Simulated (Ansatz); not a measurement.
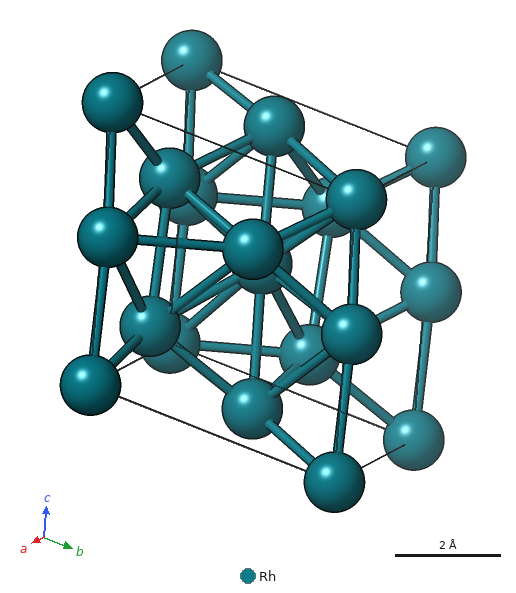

An orthographic ball-and-stick view of the structure, slightly off an axis. Thin lines show the unit cell, with boundary atoms drawn in all their periodic places. Cell: a = 5.149 Å, b = 5.174 Å, c = 5.431 Å, α = 105.29°, β = 105.23°, γ = 116.30°.

The element is rhodium. The space group is P1: only translations remain. It is a distorted form of a primitive hexagonal structure, space group P6_3/mmc (No. 194) within 0.45 Å: hexagonal close-packed (Mg type). The cell holds eight atoms.

Its origin is a structure listed in the Materials Project. The cell was then strained or its atoms displaced on purpose. It was run through Ansatz as a DFT input.

At this level of theory the run's own cell isn't at rest (compressed, at 6 GPa and forces up to 5.2 eV/Å), so its distances can differ from those at equilibrium, the more so the softer the solid.
